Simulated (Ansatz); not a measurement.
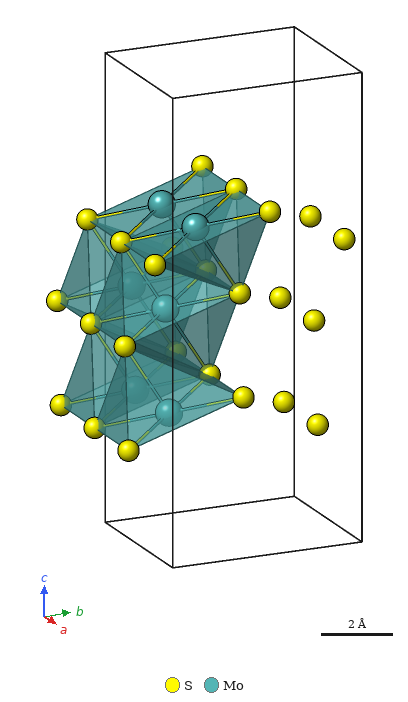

Fig. 1: The starting structure (polyhedral view of the 2 × 1 repeat of the cell, with the vacuum cut short, seen slightly off an axis; polyhedra are completed across the faces of the cell). An atom can appear more than once, as a periodic image.

**Geometry relaxation, with input and output: MoS₂ (part 1 of 3)**

MoS₂ (slab, 9 atoms in the cell), computed with DFT PBEsol, scalar-relativistic, plane waves, PAW, no spin polarisation (Ansatz 0.2.0).

The structure derives from an entry of the Crystallography Open Database. The input holds or restrains some coordinates. Forces given for the steps count only the free coordinates. It belongs to a series of runs on one base structure; here: clean slab, lower half held.

### The input
```yaml
crystal:
  lattice:
    - [3.1204068994, 0.0, 0.0]
    - [-1.5602034497, 6.1523257948, 0.0]
    - [0.0, 0.0, 23.6597815162]
  atoms:
    - { symbol: S, position: [0.8927216588, 0.7854433176, 0.359259446] }
    - { symbol: Mo, position: [0.532155393, 0.0643107859, 0.3870137636] }
    - { symbol: S, position: [0.1715891271, 0.3431782543, 0.4147680811] }
    - { symbol: S, position: [0.4248770517, 0.8497541035, 0.4722456824] }
    - { symbol: Mo, position: [0.0643107859, 0.1286215718, 0.5] }
    - { symbol: S, position: [0.7037445201, 0.4074890402, 0.5277543176] }
    - { symbol: S, position: [0.9570324447, 0.9140648894, 0.5852319189] }
    - { symbol: Mo, position: [0.5964661789, 0.1929323577, 0.6129862364] }
    - { symbol: S, position: [0.235899913, 0.4717998261, 0.640740554] }
basis:
  ecutwfc: 420
kpoints:
  mp_grid: { grid: [10, 5, 1] }
hamiltonian:
  xc: pbesol
scf:
  occupations: { method: gaussian, width: 0.1 }
output:
  forces: true
  eigenvalues: true
  write_density: true
  write_potential: true
  elf: true
  volumetric_format: npy
relax:
  adjacent_minimum: "off"
  f_tol: 0.03
  max_steps: 70
  constraints: [{ sites: [0, 1, 2, 3] }]
efield:
  axis: 3
  dipole_correction: true
  ramp_width: 0.04
```

Machine: 2 threads of AMD EPYC (Zen 5), 32 GiB of memory available, shared host.

Launch command:
```bash
ansatz run input.yaml --threads 2 --pin off --max-ram 5120MiB --backend cpu --events-out ev --progress --plain --runs-dir out
```

### The program's output
```
Warning: crystal.symmetry: narrowed to the stabiliser of the k-point mesh — unitary ops 2 → 1; excluded 1 operation that carries a point of the 10×5×1 mesh (shift [0, 0, 0]) off the mesh (the run samples exactly the mesh kpoints.mp_grid names, as under crystal.symmetry.detect: false, and its converged state has the mesh's symmetry, not the crystal's; ε∞, the Born charges and the force constants of a linear response (`dielectric:` by the response, `phonons.method: dfpt`) are averaged over those of the crystal's operations that the state keeps within a tolerance, where `mesh_tensors`, `unaveraged_element` or `gamma_mean_max_change_ev_ang2` stands beside them; a row that `dielectric.field_direction` solves alone is averaged likewise, with nothing beside; a Γ-centred mesh of equal divisions is mapped onto itself by every operation and keeps the whole group, as does a half-shifted one under kpoints.further_shifts: images)
Engine: ansatz 0.2.0, x86_64-unknown-linux-gnu
Pseudopotentials: kind: paw
Pseudopotential: S, paw, valence charge 6, recommended cutoff 420 eV (normal), S.paw.azcp
Pseudopotential: Mo, paw, valence charge 14, recommended cutoff 420 eV (normal), Mo.paw.azcp
Functional definition: PBEsol
  exchange = pbesol_x
  correlation = pbesol_c
Crystal: 9 atoms, lattice volume = 454.215 Å³
Basis set: ecut = 420 eV, 8891 PW (Γ), exchange–correlation on 48×90×320 points (8 copies of the dense FFT grid, shifted against one another)
Bands: 48, of which v1, the nominal top of the filled ones, is band 39 counted from 1 (38 counted from 0)
Symmetry: 1 space group operations
k-points: 26 of 50 (time reversal used)
Non-local potential: S, projectors of the file, l = 0: 2, l = 1: 2, l = 2: 2
Non-local potential: Mo, projectors of the file, l = 0: 3, l = 1: 2, l = 2: 2, l = 3: 1
PAW form: soft (Blöchl's): semilocal exchange-correlation on the pseudo side does not see the compensation charge
PAW frozen core: S, regenerated for the run's functional, and the local potential with it (the file was generated under x = pbe(κ = 0.804, μ = 0.2195149727645171), c = pbe(β = 0.06672455060314922))
PAW frozen core: Mo, regenerated for the run's functional, and the local potential with it (the file was generated under x = pbe(κ = 0.804, μ = 0.2195149727645171), c = pbe(β = 0.06672455060314922))
PAW one-centre angular grid: S, 110 points (default); XC on 64 Gauss nodes
PAW one-centre angular grid: Mo, 590 points (default); XC on 64 Gauss nodes
Initial density: superposition of atomic densities (neutral atoms: chi_scale 0, normalization atom), corrected by the library's trained network
Initial wavefunctions: pseudopotential atomic-orbital guess
Functional: x = pbesol(κ = 0.804, μ = 0.12345679012345678), c = pbesol(β = 0.046)
SCF iter   1: F=—  HF=-20005.200662 eV  |F-HF|=—  |Δ(HF+E_count)|=         —  Δρ=6.21e-3  dr2=2.00e-1  ethr=1.77e-3  p=-0.000 e·Å  D=-1.01e-11 V/Å  ΔV_dip=0.00 eV  dr2_dipole=1.46e-7  V_vac-E_F(+/−)=4.50/4.50 eV  ⟨swp⟩=8.9  Hψ=6055  notcnv=0
efield: sawtooth ramp at fractional position 0.9800 (placed from the atoms, in the widest stretch of the axis that holds none; the zero of the levels goes with the place), width 0.0400; the density the first Hamiltonian is built on has a dipole p = -0.000 e·Å; the dipole correction subtracts the counter field D = -1.01e-11 V/Å, which shifts the + side's vacuum level by +0.00 eV against the − side's; the planar-averaged density in the ramp window peaks in size at 6.0e-6 e/Å³
preconditioner: auto → LDOS  [metal: Δε(μ)=0.044 eV  Ē_g=6.868 eV  σ=0.100 eV  W_gap=0.24  n_scr=40 (ndim 8)  ℏωp=12.8 eV  f_vac=0.596  D(μ)=7.01/eV (n_scr^D=30)  β→1.0]
SCF iter   2: F=—  HF=-20005.165866 eV  |F-HF|=—  |Δ(HF+E_count)|=   3.48e-2  Δρ=2.97e-3  dr2=4.42e-2  ethr=2.56e-4  p=-0.000 e·Å  D=-1.14e-5 V/Å  ΔV_dip=0.00 eV  dr2_dipole=1.18e-6  V_vac-E_F(+/−)=4.88/4.88 eV  ⟨swp⟩=2.2  Hψ=2387  notcnv=0  defer=23
SCF iter   3: F=—  HF=-20005.160573 eV  |F-HF|=—  |Δ(HF+E_count)|=   5.29e-3  Δρ=9.75e-4  dr2=8.47e-3  ethr=5.67e-5  p=0.000 e·Å  D=9.27e-6 V/Å  ΔV_dip=-0.00 eV  dr2_dipole=2.97e-8  V_vac-E_F(+/−)=4.83/4.83 eV  ⟨swp⟩=2.0  Hψ=1933  notcnv=0  defer=23
SCF iter   4: F=—  HF=-20005.159411 eV  |F-HF|=—  |Δ(HF+E_count)|=   1.16e-3  Δρ=3.07e-4  dr2=8.69e-4  ethr=1.09e-5  p=-0.000 e·Å  D=-1.49e-7 V/Å  ΔV_dip=0.00 eV  dr2_dipole=2.24e-10  V_vac-E_F(+/−)=4.87/4.87 eV  ⟨swp⟩=2.1  Hψ=1819  notcnv=0  defer=23
SCF iter   5: F=—  HF=-20005.159299 eV  |F-HF|=—  |Δ(HF+E_count)|=   1.12e-4  Δρ=9.94e-5  dr2=9.40e-5  ethr=1.11e-6  p=0.000 e·Å  D=2.14e-6 V/Å  ΔV_dip=-0.00 eV  dr2_dipole=3.84e-11  V_vac-E_F(+/−)=4.88/4.88 eV  ⟨swp⟩=2.2  Hψ=1959  notcnv=0  defer=23
SCF iter   6: F=-20005.159302 eV  HF=-20005.159304 eV  |F-HF|=2.08e-6  |Δ(HF+E_count)|=   4.97e-6  Δρ=2.52e-5  dr2=5.98e-6  ethr=2.88e-8  p=-0.000 e·Å  D=-3.12e-7 V/Å  ΔV_dip=0.00 eV  dr2_dipole=8.42e-11  V_vac-E_F(+/−)=4.89/4.89 eV  ⟨swp⟩=19.8  Hψ=13984  notcnv=0
SCF 1 converged in 6 iterations: F = -20005.159302 eV  dr2 = 5.98e-6
  Residual-converged pass: ⟨swp⟩=1.1  Hψ=1354  notcnv=0  max |occ|·‖R‖ = 7.0e-9 eV (tolerance 1.0e-8 eV)  dr2=5.98e-6  dr2_onsite=7.15e-8  max |Δocc| = 7.0e-11
  greatest PAW one-centre occupation: 0.999 electrons in one spin orbital (limit 2), on the Mo atom at site 4 (counted from 0), in its partial waves of l = 0
relax step   1: F+E_penalty+E_count = -20005.15930188 eV  Δ(F+E_penalty+E_count) = +0.000e0 eV  max|allowed force component| = 2.682e0 eV/Å  Δτ_max = 0.0000 Å  (6 SCF iters, dr2 threshold 2.25e-5 eV, accepted)
Initial density: handed on by an earlier stage of this run
Initial wavefunctions: those handed on with the density
iter 1 solved again at ethr=1.61e-3 eV; its pass at ethr=3.10e-3 eV (dr2=1.25e0 eV) is discarded
SCF iter   1: F=—  HF=-20005.931943 eV  |F-HF|=—  |Δ(HF+E_count)|=         —  Δρ=8.89e-3  dr2=1.29e0  ethr=1.61e-3  p=-0.000 e·Å  D=-2.93e-7 V/Å  ΔV_dip=0.00 eV  dr2_dipole=3.94e-1  V_vac-E_F(+/−)=4.90/4.90 eV  ⟨swp⟩=1.0  Hψ=4609  notcnv=0  defer=30
efield: sawtooth ramp at fractional position 0.9800 (handed on by an earlier solve), width 0.0400; the density the first Hamiltonian is built on has a dipole p = -0.000 e·Å; the dipole correction subtracts the counter field D = -2.93e-7 V/Å, which shifts the + side's vacuum level by +0.00 eV against the − side's; the planar-averaged density in the ramp window peaks in size at 6.6e-7 e/Å³
preconditioner: auto → LDOS  [metal: Δε(μ)=0.005 eV  Ē_g=7.036 eV  σ=0.100 eV  W_gap=0.03  n_scr=40 (ndim 8)  ℏωp=12.8 eV  f_vac=0.598  D(μ)=6.11/eV (n_scr^D=28)  β→1.0]
SCF iter   2: F=—  HF=-20005.880784 eV  |F-HF|=—  |Δ(HF+E_count)|=   5.12e-2  Δρ=4.95e-3  dr2=3.80e-1  ethr=1.61e-3  p=-0.053 e·Å  D=-2.10e-2 V/Å  ΔV_dip=0.50 eV  dr2_dipole=8.60e-2  V_vac-E_F(+/−)=5.31/4.81 eV  ⟨swp⟩=2.3  Hψ=1796  notcnv=0  defer=30
SCF iter   3: F=—  HF=-20005.852181 eV  |F-HF|=—  |Δ(HF+E_count)|=   2.86e-2  Δρ=1.61e-3  dr2=7.10e-2  ethr=4.87e-4  p=-0.035 e·Å  D=-1.38e-2 V/Å  ΔV_dip=0.33 eV  dr2_dipole=1.96e-2  V_vac-E_F(+/−)=5.18/4.85 eV  ⟨swp⟩=2.3  Hψ=1972  notcnv=0  defer=30
SCF iter   4: F=—  HF=-20005.849481 eV  |F-HF|=—  |Δ(HF+E_count)|=   2.70e-3  Δρ=6.60e-4  dr2=1.11e-2  ethr=9.11e-5  p=-0.039 e·Å  D=-1.56e-2 V/Å  ΔV_dip=0.37 eV  dr2_dipole=2.87e-3  V_vac-E_F(+/−)=5.22/4.85 eV  ⟨swp⟩=1.6  Hψ=1481  notcnv=0  defer=30
SCF iter   5: F=—  HF=-20005.849089 eV  |F-HF|=—  |Δ(HF+E_count)|=   3.92e-4  Δρ=2.68e-4  dr2=1.05e-3  ethr=1.42e-5  p=-0.040 e·Å  D=-1.59e-2 V/Å  ΔV_dip=0.38 eV  dr2_dipole=1.50e-4  V_vac-E_F(+/−)=5.23/4.85 eV  ⟨swp⟩=1.8  Hψ=1486  notcnv=0  defer=30
SCF iter   6: F=-20005.849017 eV  HF=-20005.849090 eV  |F-HF|=7.37e-5  |Δ(HF+E_count)|=   1.51e-6  Δρ=8.71e-5  dr2=8.96e-5  ethr=1.28e-7  p=-0.040 e·Å  D=-1.60e-2 V/Å  ΔV_dip=0.38 eV  dr2_dipole=8.53e-6  V_vac-E_F(+/−)=5.23/4.85 eV  ⟨swp⟩=21.6  Hψ=14496  notcnv=0
SCF 2 converged in 6 iterations: F = -20005.849017 eV  dr2 = 8.96e-5
  greatest PAW one-centre occupation: 0.999 electrons in one spin orbital (limit 2), on the Mo atom at site 7 (counted from 0), in its partial waves of l = 0
relax step   2: F+E_penalty+E_count = -20005.84901669 eV  Δ(F+E_penalty+E_count) = -6.897e-1 eV  max|allowed force component| = 1.129e0 eV/Å  Δτ_max = 0.1947 Å  (6 SCF iters, dr2 threshold 1.00e-4 eV, accepted)
iter 1 solved again at ethr=2.87e-4 eV; its pass at ethr=3.10e-3 eV (dr2=2.24e-1 eV) is discarded
SCF iter   1: F=—  HF=-20006.188737 eV  |F-HF|=—  |Δ(HF+E_count)|=         —  Δρ=7.63e-3  dr2=2.20e-1  ethr=2.87e-4  p=-0.040 e·Å  D=-1.60e-2 V/Å  ΔV_dip=0.38 eV  dr2_dipole=4.22e-3  V_vac-E_F(+/−)=5.22/4.84 eV  ⟨swp⟩=2.0  Hψ=4967  notcnv=0  defer=38
efield: sawtooth ramp at fractional position 0.9800 (handed on by an earlier solve), width 0.0400; the density the first Hamiltonian is built on has a dipole p = -0.040 e·Å; the dipole correction subtracts the counter field D = -1.60e-2 V/Å, which shifts the + side's vacuum level by +0.38 eV against the − side's; the planar-averaged density in the ramp window peaks in size at 2.9e-6 e/Å³
preconditioner: auto → LDOS  [metal: Δε(μ)=0.051 eV  Ē_g=7.097 eV  σ=0.100 eV  W_gap=0.28  n_scr=40 (ndim 8)  ℏωp=12.8 eV  f_vac=0.597  D(μ)=4.65/eV (n_scr^D=24)  β→1.0]
SCF iter   2: F=—  HF=-20006.185313 eV  |F-HF|=—  |Δ(HF+E_count)|=   3.42e-3  Δρ=4.52e-3  dr2=2.27e-1  ethr=2.82e-4  p=-0.102 e·Å  D=-4.05e-2 V/Å  ΔV_dip=0.96 eV  dr2_dipole=1.51e-2  V_vac-E_F(+/−)=5.79/4.83 eV  ⟨swp⟩=3.0  Hψ=2525  notcnv=0  defer=38
SCF iter   3: F=—  HF=-20006.134248 eV  |F-HF|=—  |Δ(HF+E_count)|=   5.11e-2  Δρ=1.26e-3  dr2=2.49e-2  ethr=2.82e-4  p=-0.055 e·Å  D=-2.20e-2 V/Å  ΔV_dip=0.52 eV  dr2_dipole=2.13e-3  V_vac-E_F(+/−)=5.37/4.84 eV  ⟨swp⟩=2.9  Hψ=2333  notcnv=0  defer=38
SCF iter   4: F=—  HF=-20006.129393 eV  |F-HF|=—  |Δ(HF+E_count)|=   4.86e-3  Δρ=2.95e-4  dr2=5.54e-4  ethr=3.19e-5  p=-0.066 e·Å  D=-2.62e-2 V/Å  ΔV_dip=0.62 eV  dr2_dipole=1.96e-5  V_vac-E_F(+/−)=5.46/4.84 eV  ⟨swp⟩=2.0  Hψ=1913  notcnv=0  defer=38
SCF iter   5: F=—  HF=-20006.129277 eV  |F-HF|=—  |Δ(HF+E_count)|=   1.16e-4  Δρ=8.26e-5  dr2=5.30e-5  ethr=7.11e-7  p=-0.066 e·Å  D=-2.63e-2 V/Å  ΔV_dip=0.62 eV  dr2_dipole=4.78e-6  V_vac-E_F(+/−)=5.47/4.85 eV  ⟨swp⟩=2.5  Hψ=2198  notcnv=0  defer=38
SCF iter   6: F=-20006.129275 eV  HF=-20006.129280 eV  |F-HF|=4.74e-6  |Δ(HF+E_count)|=   2.63e-6  Δρ=3.60e-5  dr2=1.08e-5  ethr=6.79e-8  p=-0.066 e·Å  D=-2.64e-2 V/Å  ΔV_dip=0.63 eV  dr2_dipole=4.56e-7  V_vac-E_F(+/−)=5.47/4.85 eV  ⟨swp⟩=22.5  Hψ=13733  notcnv=0
SCF 3 converged in 6 iterations: F = -20006.129275 eV  dr2 = 1.08e-5
  Residual-converged pass: ⟨swp⟩=1.0  Hψ=1352  notcnv=0  max |occ|·‖R‖ = 7.0e-9 eV (tolerance 1.0e-8 eV)  dr2=1.08e-5  dr2_onsite=1.58e-7  max |Δocc| = 6.2e-11
relax step   3: F+E_penalty+E_count = -20006.12927490 eV  Δ(F+E_penalty+E_count) = -2.803e-1 eV  max|allowed force component| = 8.934e-1 eV/Å  Δτ_max = 0.1950 Å  (6 SCF iters, dr2 threshold 7.97e-5 eV, accepted)
SCF iter   1: F=—  HF=-20006.228666 eV  |F-HF|=—  |Δ(HF+E_count)|=         —  Δρ=3.01e-3  dr2=6.25e-2  ethr=1.56e-3  p=-0.066 e·Å  D=-2.64e-2 V/Å  ΔV_dip=0.63 eV  dr2_dipole=1.87e-3  V_vac-E_F(+/−)=5.48/4.85 eV  ⟨swp⟩=4.1  Hψ=2762  notcnv=0  defer=32
efield: sawtooth ramp at fractional position 0.9800 (handed on by an earlier solve), width 0.0400; the density the first Hamiltonian is built on has a dipole p = -0.066 e·Å; the dipole correction subtracts the counter field D = -2.64e-2 V/Å, which shifts the + side's vacuum level by +0.63 eV against the − side's; the planar-averaged density in the ramp window peaks in size at 1.8e-6 e/Å³
preconditioner: auto → LDOS  [metal: Δε(μ)=0.049 eV  Ē_g=7.095 eV  σ=0.100 eV  W_gap=0.27  n_scr=40 (ndim 8)  ℏωp=12.8 eV  f_vac=0.595  D(μ)=4.43/eV (n_scr^D=24)  β→1.0]
SCF iter   2: F=—  HF=-20006.227228 eV  |F-HF|=—  |Δ(HF+E_count)|=   1.44e-3  Δρ=2.08e-3  dr2=6.98e-2  ethr=8.02e-5  p=-0.077 e·Å  D=-3.06e-2 V/Å  ΔV_dip=0.72 eV  dr2_dipole=3.50e-3  V_vac-E_F(+/−)=5.58/4.86 eV  ⟨swp⟩=3.0  Hψ=2787  notcnv=0  defer=32
SCF iter   3: F=—  HF=-20006.214424 eV  |F-HF|=—  |Δ(HF+E_count)|=   1.28e-2  Δρ=6.29e-4  dr2=4.27e-3  ethr=8.02e-5  p=-0.066 e·Å  D=-2.64e-2 V/Å  ΔV_dip=0.62 eV  dr2_dipole=3.00e-5  V_vac-E_F(+/−)=5.48/4.85 eV  ⟨swp⟩=2.0  Hψ=1805  notcnv=0  defer=32
SCF iter   4: F=—  HF=-20006.213334 eV  |F-HF|=—  |Δ(HF+E_count)|=   1.09e-3  Δρ=1.68e-4  dr2=3.41e-4  ethr=5.48e-6  p=-0.069 e·Å  D=-2.77e-2 V/Å  ΔV_dip=0.65 eV  dr2_dipole=1.25e-5  V_vac-E_F(+/−)=5.50/4.85 eV  ⟨swp⟩=2.5  Hψ=2253  notcnv=0  defer=32
SCF iter   5: F=-20006.213247 eV  HF=-20006.213268 eV  |F-HF|=2.02e-5  |Δ(HF+E_count)|=   6.62e-5  Δρ=4.67e-5  dr2=2.69e-5  ethr=1.28e-7  p=-0.069 e·Å  D=-2.75e-2 V/Å  ΔV_dip=0.65 eV  dr2_dipole=1.68e-6  V_vac-E_F(+/−)=5.50/4.85 eV  ⟨swp⟩=19.8  Hψ=14446  notcnv=0
SCF 4 converged in 5 iterations: F = -20006.213247 eV  dr2 = 2.69e-5
relax step   4: F+E_penalty+E_count = -20006.21324729 eV  Δ(F+E_penalty+E_count) = -8.397e-2 eV  max|allowed force component| = 6.993e-1 eV/Å  Δτ_max = 0.2000 Å  (5 SCF iters, dr2 threshold 1.00e-4 eV, accepted)
```
